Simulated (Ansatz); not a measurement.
**C: geometry relaxation**

The run: geometry relaxation of C (P6/mmm, 2 atoms in the cell). Method and program: DFT r2SCAN, scalar-relativistic, plane waves, PAW, no spin polarisation (Ansatz 0.2.0).

The structure derives from a Materials Project entry. Figures and captions count atoms from 1; the log counts them from 0 in places.

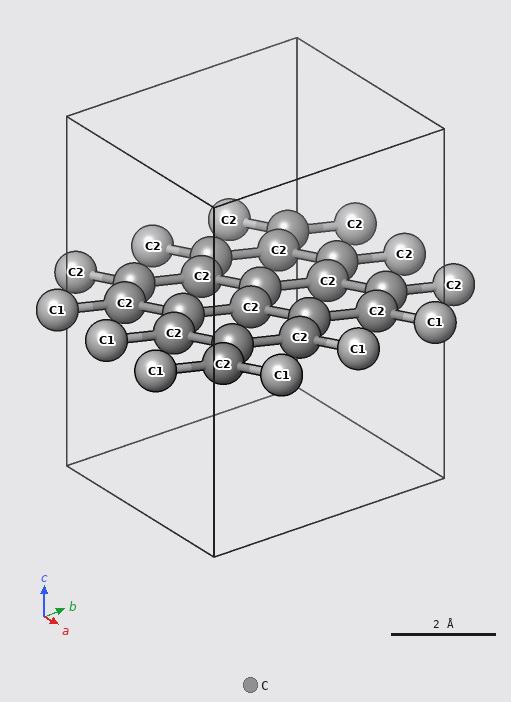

*The structure as given in the input (ball-and-stick view of the 3 × 3 repeat of the cell, with the vacuum cut short, seen slightly off an axis; neighbours outside the cell are drawn fainter; atoms are numbered from 1 in the order of the input). An atom can appear more than once, as a periodic image.*

## Input
```yaml
crystal:
  lattice:
    - [2.4561701622, 0.0, 0.0]
    - [-1.2280850811, 2.1271057565, 0.0]
    - [0.0, 0.0, 8.52380336]
  atoms:
    - { symbol: C, position: [0.33333333, 0.66666667, 0.0] }
    - { symbol: C, position: [0.66666667, 0.33333333, 0.0] }
basis:
  ecutwfc: 500
kpoints:
  mp_grid: { grid: [18, 18, 6] }
hamiltonian:
  xc: r2scan
scf:
  occupations: { method: gaussian, width: 0.1 }
output:
  forces: true
  stress: true
  eigenvalues: true
relax:
  adjacent_minimum: "off"
  f_tol: 0.005
  max_steps: 80
  cell: { stress_tol: 0.05 }
```

Machine: 1 thread of AMD EPYC (Zen 3), 189 GiB of memory available, shared host.

Run as:
```bash
ansatz run input.yaml --threads 1 --pin off --max-ram 2560MiB --backend cpu --events-out ev --progress --plain --runs-dir out
```

## Log
```
Engine: ansatz 0.2.0, x86_64-unknown-linux-gnu
Pseudopotentials: kind: paw
Pseudopotential: C, paw, valence charge 4, recommended cutoff 500 eV (meta_gga), C.paw.azcp
Functional definition: r2SCAN
  parameter k0 = 0.174
  parameter k1 = 0.065
  parameter a1 = 4.9479
  exchange = r2scan_x(k0 = k0, k1 = k1, a1 = a1)
  correlation = r2scan_c
Crystal: 2 atoms, lattice volume = 44.533 Å³
Basis set: ecut = 500 eV, 1141 PW (Γ), exchange–correlation on 72×72×256 points (64 copies of the dense FFT grid, shifted against one another)
Bands: 8, of which v1, the nominal top of the filled ones, is band 4 counted from 1 (3 counted from 0)
Symmetry: 24 space group operations
Space group: P6/mmm (ITA 191), of the structure as read, at distance tolerance 3.5e-5 Å
k-points: 148 of 1944
Non-local potential: C, projectors of the file, l = 0: 2, l = 1: 2, l = 2: 1
PAW form: soft (Blöchl's): semilocal exchange-correlation on the pseudo side does not see the compensation charge
PAW frozen core: C, regenerated for the run's functional (the file was generated under x = pbe(κ = 0.804, μ = 0.2195149727645171), c = pbe(β = 0.06672455060314922))
PAW one-centre angular grid: C, 302 points (default); XC on 239 of its mesh's 2573 points in the sphere
Initial density: superposition of atomic densities (neutral atoms: chi_scale 0, normalization atom), corrected by the library's trained network
Initial wavefunctions: pseudopotential atomic-orbital guess
Functional: x = r2scan, c = r2scan; τ floored in thin density (d = 2e-4 eV/Å³)
SCF iter   1: F=—  HF=-503.259803 eV  |F-HF|=—  |Δ(HF+E_count)|=         —  Δρ=5.29e-3  dr2=3.75e-3  dr2_τ=4.15e-1  ethr=1.77e-3  ⟨swp⟩=6.1  Hψ=8859  notcnv=0
preconditioner: auto → LDOS  [metal: Δε(μ)=0.000 eV  Ē_g=17.730 eV  σ=0.100 eV  W_gap=0.00  n_scr=4 (ndim 8)  ℏωp=15.7 eV  f_vac=0.574  D(μ)=0.14/eV (n_scr^D=2)  β→1.0]
SCF iter   2: F=—  HF=-503.300924 eV  |F-HF|=—  |Δ(HF+E_count)|=   4.11e-2  Δρ=9.18e-4  dr2=1.72e-4  dr2_τ=1.12e-5  ethr=4.69e-5  ⟨swp⟩=2.0  Hψ=3552  notcnv=0
SCF iter   3: F=—  HF=-503.300946 eV  |F-HF|=—  |Δ(HF+E_count)|=   2.19e-5  Δρ=2.12e-4  dr2=1.52e-5  dr2_τ=2.88e-6  ethr=2.15e-6  ⟨swp⟩=2.1  Hψ=1749  notcnv=0
SCF iter   4: F=—  HF=-503.300949 eV  |F-HF|=—  |Δ(HF+E_count)|=   3.20e-6  Δρ=2.24e-5  dr2=6.76e-8  dr2_τ=6.67e-9  ethr=1.90e-7  ⟨swp⟩=2.4  Hψ=1732  notcnv=0
iter 5 did not close the SCF: its close was put off for the readings that it lacked (scf_convergence_deferred on its scf_iter line)
SCF iter   5: F=-503.300950 eV  HF=-503.300950 eV  |F-HF|=7.67e-10  |Δ(HF+E_count)|=   2.81e-7  Δρ=4.93e-6  dr2=5.37e-9  dr2_τ=4.47e-10  ethr=8.46e-10  ⟨swp⟩=2.1  Hψ=1778  notcnv=0
SCF iter   6: F=-503.300950 eV  HF=-503.300950 eV  |F-HF|=4.72e-12  |Δ(HF+E_count)|=   1.58e-9  Δρ=2.96e-7  dr2=1.45e-11  dr2_τ=4.49e-12  ethr=6.71e-11  ⟨swp⟩=3.8  Hψ=6179  notcnv=0
SCF 1 converged in 6 iterations: F = -503.300950 eV  dr2 = 1.45e-11
  greatest PAW one-centre occupation: 0.687 electrons in one spin orbital (limit 2), on the C atom at site 1 (counted from 0), in its partial waves of l = 0
relax step   1: F+E_penalty+E_count = -503.30094970 eV  Δ(F+E_penalty+E_count) = +0.000e0 eV  max|allowed force component| = 2.961e-16 eV/Å  Δτ_max = 0.0000 Å  P = -0.043 GPa  Ω = 44.533 Å³  (6 SCF iters, dr2 threshold 1.00e-7 eV, accepted)
Crystal: 2 atoms, lattice volume = 44.525 Å³
Initial density: handed on by an earlier stage of this run
Initial wavefunctions: those handed on with the density
iter 1 solved again at ethr=6.90e-9 eV; its pass at ethr=3.10e-3 eV (dr2=5.52e-7 eV) is discarded
SCF iter   1: F=—  HF=-503.300953 eV  |F-HF|=—  |Δ(HF+E_count)|=         —  Δρ=3.41e-5  dr2=5.65e-7  dr2_τ=3.17e-7  ethr=6.90e-9  ⟨swp⟩=1.8  Hψ=10826  notcnv=0
preconditioner: auto → LDOS  [metal: Δε(μ)=0.000 eV  Ē_g=17.777 eV  σ=0.100 eV  W_gap=0.00  n_scr=4 (ndim 8)  ℏωp=15.7 eV  f_vac=0.576  D(μ)=0.14/eV (n_scr^D=2)  β→1.0]
SCF iter   2: F=—  HF=-503.300953 eV  |F-HF|=—  |Δ(HF+E_count)|=   1.85e-7  Δρ=1.03e-5  dr2=4.42e-8  dr2_τ=8.30e-9  ethr=6.90e-9  ⟨swp⟩=2.0  Hψ=1780  notcnv=0
SCF iter   3: F=-503.300953 eV  HF=-503.300953 eV  |F-HF|=3.98e-10  |Δ(HF+E_count)|=   1.17e-7  Δρ=6.19e-7  dr2=1.10e-10  dr2_τ=1.24e-11  ethr=1.31e-10  ⟨swp⟩=8.0  Hψ=7177  notcnv=0
SCF 2 converged in 3 iterations: F = -503.300953 eV  dr2 = 1.10e-10
relax step   2: F+E_penalty+E_count = -503.30095304 eV  Δ(F+E_penalty+E_count) = -3.339e-6 eV  max|allowed force component| = 5.736e-16 eV/Å  Δτ_max = 0.0000 Å  P = -0.014 GPa  Ω = 44.525 Å³  energy of the carried Pulay correction = +1.288e-6 eV  (3 SCF iters, dr2 threshold 1.05e-8 eV, accepted)
Initial wavefunctions: pseudopotential atomic-orbital guess (no wavefunctions were taken with the density)
iter 1 solved again at ethr=4.12e-8 eV; its pass at ethr=3.10e-3 eV (dr2=3.30e-6 eV) is discarded
SCF iter   1: F=—  HF=-503.300952 eV  |F-HF|=—  |Δ(HF+E_count)|=         —  Δρ=6.86e-7  dr2=1.03e-10  dr2_τ=2.14e-11  ethr=4.12e-8  ⟨swp⟩=3.8  Hψ=12786  notcnv=0
eigensolver tolerance schedule: the retry pair's looser diagonalisation over-reported the residual by 31881.58 of it (diagonalisation noise at 0.74 of the residual, at the tolerance the schedule requests for it); recorded, not acted on — ethr = c·dr2/N_el stays at c = 1.0e-1
preconditioner: auto → LDOS  [metal: Δε(μ)=0.000 eV  Ē_g=17.776 eV  σ=0.100 eV  W_gap=0.00  n_scr=4 (ndim 8)  ℏωp=15.7 eV  f_vac=0.576  D(μ)=0.14/eV (n_scr^D=2)  β→1.0]
SCF iter   2: F=—  HF=-503.300952 eV  |F-HF|=—  |Δ(HF+E_count)|=   6.55e-7  Δρ=1.33e-7  dr2=1.70e-12  dr2_τ=1.09e-12  ethr=1.00e-12  ⟨swp⟩=7.2  Hψ=8998  notcnv=0
SCF iter   3: F=-503.300952 eV  HF=-503.300952 eV  |F-HF|=1.02e-12  |Δ(HF+E_count)|=  2.93e-11  Δρ=1.01e-8  dr2=1.70e-14  dr2_τ=4.28e-15  ethr=1.00e-12  ⟨swp⟩=4.1  Hψ=4656  notcnv=0
SCF 3 converged in 3 iterations: F = -503.300952 eV  dr2 = 1.70e-14
relax step   3: F+E_penalty+E_count = -503.30095176 eV  Δ(F+E_penalty+E_count) = +1.279e-6 eV  max|allowed force component| = 5.736e-16 eV/Å  Δτ_max = 0.0000 Å  P = -0.014 GPa  Ω = 44.525 Å³  stress off target by 2.14e-2 GPa  SCF on the basis re-selected at this cell (its energy is not comparable with the rows above)  (3 SCF iters)
```

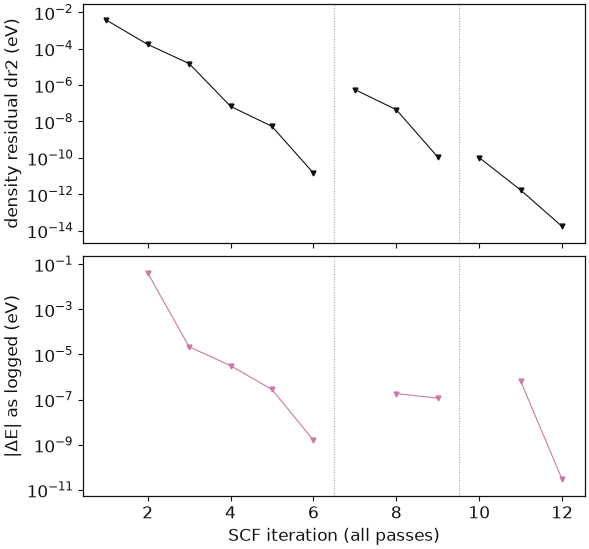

*Convergence of the self-consistent field: density residual dr2 and size of the energy change against the SCF iteration. The dotted lines part the SCF passes of the relaxation: geometry steps, rejected trials and re-solves on a re-selected basis.*

The passes take 6, 3 and 3 iterations.

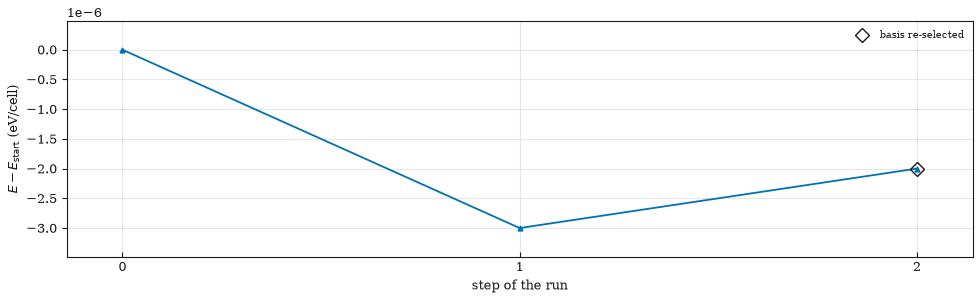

*Progress of the relaxation, step by step (the first geometry is step 0 here and step 1 in the log).*

After 1 geometry step the energy has fallen by next to nothing (0.0 meV per cell of the calculation). All forces vanish by symmetry. The atoms keep their places (all moves are under 0.005 Å). The cell stays as it was. The space group stays P6/mmm (No. 191). A last SCF at the same geometry on a re-selected plane-wave basis shifts the energy by +0.0 meV per cell of the calculation. (Atoms are counted from 1 in the order of the input.)

```
basis re-selected at this cell: Δ(F+E_penalty+E_count) = +1.279e-6 eV, ΔP = +0.000 GPa vs the last step (what re-selecting the basis moved, of the pressure what is left beyond the Pulay correction that the steps carried, after the strain that the cell walked since its last selection, with what the two solves' SCF thresholds leave and, on support functions, any second-order correction that the steps lacked; it is no measure of the basis error at this ecutwfc). This SCF's stress stands 2.14e-2 GPa from its target on what of the cell is left free (relax.cell.stress_tol is 5.00e-2 GPa) and its largest allowed force component is 5.74e-16 eV/Å (relax.f_tol is 5.00e-3 eV/Å): within both
SCF converged after 3 iterations
Free energy (F): -503.300952 eV
Harris-Foulkes:  -503.300952 eV  (|F-HF|=1.02e-12)
Internal energy: -503.300255 eV  (E = F + TS)
E sigma→0 (E₀):  -503.300603 eV
Entropy (-TS):   -0.000697 eV (-0.348 meV/atom)
Fermi energy:    0.208328 eV
--- Per-component energies (eV) ---
  E_band       = -76.679556
  E_kinetic    = 181.733344
  E_local      = -1205.044486  (includes V_loc(G=0)·N_el)
  E_nonlocal   = 53.895857
  E_hartree    = 514.823202
  E_xc         = -94.353592
  E_vxc        = -130.819698  (∫ρ·V_xc dr)
  E_paw        = -201.761778  (= ΣΔE_a)
  E_vpaw       = -13.512822  (= ΣTr[D̂ρ^β])
  E_aug_tail   = 0.000011  (compensation charges beyond the density's cutoff)
  E_vtau       = 7.421836  (kinetic-family band-sum trace: ∫τ·v_τ [+ j·A + Jᵃ·Aᵃ] dr)
  E_ewald      = 247.456734
  E_core_change = -0.049547  (= ΣΔE_core)
  E_smearing   = -0.000697  (= −TS)
  E_closure    = -0.000000  (closes the sum)
  Σ components = -503.300952   (vs F -503.300952, Δ=0.00e0)
--- Forces (eV/Å), atoms counted from 1 ---
  atom   1  C      0.00000000    -0.00000000    -0.00000000
  atom   2  C     -0.00000000     0.00000000     0.00000000
  max |Σ_I F_I| component: 3.70e-17 eV/Å
--- Stress (GPa, compression-positive) ---
       -0.021432      -0.000000       0.000000
       -0.000000      -0.021432      -0.000000
        0.000000      -0.000000       0.000206
  P = ⅓ Tr σ = -0.0142 GPa (-0.142 kbar)
--- Band table (eV; the first three rows and the last of 148) ---
  k-point 0: bands = ["-20.6684", "-7.9431", "-3.0545", "-3.0545", "3.5685", "6.0182", "7.4938", "8.9501"]
  k-point 1: bands = ["-20.6685", "-7.9431", "-3.0545", "-3.0545", "3.6568", "5.5899", "8.0414", "8.9501"]
  k-point 2: bands = ["-20.6685", "-7.9433", "-3.0546", "-3.0546", "3.9193", "4.9254", "8.9501", "8.9501"]
  k-point 147: bands = ["-13.3367", "-13.3367", "-10.9886", "0.2083", "0.2083", "11.3131", "13.9018", "13.9018"]
--- Relaxed structure (2 steps of the walk, 2 accepted, 1 SCFs on fresh bases) ---
  F+E_penalty+E_count = -503.30095176 eV   max|allowed force component| = 5.736e-16 eV/Å   (the final SCF, on the basis selected at the relaxed cell)
  cell:  # Å, volume = 44.5255 Å³
    - [2.4559599777710845, 0.0, 0.0]
    - [-1.2279799888855423, 2.1269237314276244, 0.0]
    - [0.0, 0.0, 8.523845889311731]
  atoms:
    - { symbol: C, position: [0.3333333333333333, 0.6666666666666666, 0.0] }
    - { symbol: C, position: [0.6666666666666666, 0.3333333333333333, 0.0] }
```

## Trajectory as extended XYZ (Å, eV, eV/Å), 3 frames, from step=1 to step=3
```
2
Lattice="2.4562 0.0000 0.0000 -1.2281 2.1271 0.0000 0.0000 0.0000 8.5238" Properties=species:S:1:pos:R:3:forces:R:3 step=1 energy=-503.30095 pressure_GPa=-0.04
C     0.0000    1.4181    0.0000    0.0000   0.0000   0.0000
C     1.2281    0.7090    0.0000    0.0000   0.0000   0.0000
2
Lattice="2.4560 0.0000 0.0000 -1.2280 2.1269 0.0000 0.0000 0.0000 8.5238" Properties=species:S:1:pos:R:3:forces:R:3 step=2 energy=-503.30095 pressure_GPa=-0.01
C     0.0000    1.4179    0.0000    0.0000   0.0000   0.0000
C     1.2280    0.7090    0.0000    0.0000   0.0000   0.0000
2
Lattice="2.4560 0.0000 0.0000 -1.2280 2.1269 0.0000 0.0000 0.0000 8.5238" Properties=species:S:1:pos:R:3:forces:R:3 step=3 energy=-503.30095 pressure_GPa=-0.01
C     0.0000    1.4179    0.0000    0.0000   0.0000   0.0000
C     1.2280    0.7090    0.0000    0.0000   0.0000   0.0000
```

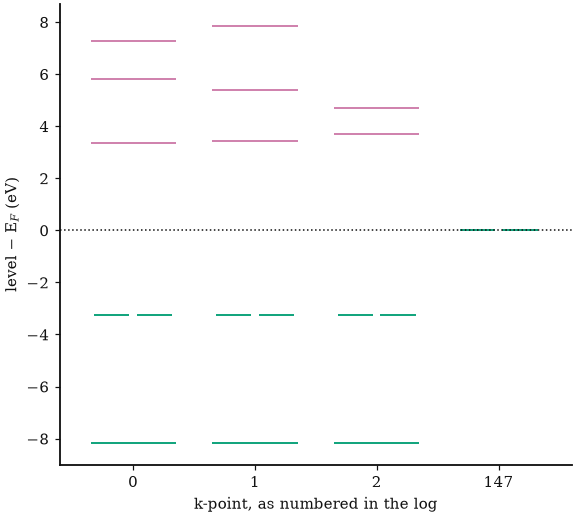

*Kohn–Sham levels near the Fermi level (dotted) at the few k-points that the log prints; levels within 0.02 eV of each other stand side by side.*

The system is metallic on the full mesh.

## Results in brief

```json
{"quantity": "outcome", "value": "converged"}
{"quantity": "space group (tolerance 0.01 Å)", "value": "P6/mmm (191)"}
{"quantity": "electrons treated", "value": "8"}
{"quantity": "free energy", "value": "−503.3010 eV"}
{"quantity": "Fermi energy", "value": "0.208 eV"}
{"quantity": "gap on the k-point mesh", "value": "none (metallic)"}
{"quantity": "pressure", "value": "−0.01 GPa"}
{"quantity": "final volume", "value": "44.53 Å³"}
{"quantity": "largest force (length of the vector) at the end", "value": "under 0.001 eV/Å"}
{"quantity": "final cell", "value": "a = 2.456 Å, b = 2.456 Å, c = 8.524 Å, α = 90.00°, β = 90.00°, γ = 120.00°"}
{"quantity": "wall time", "value": "40 s"}
{"quantity": "peak memory", "value": "0.48 GiB"}
```
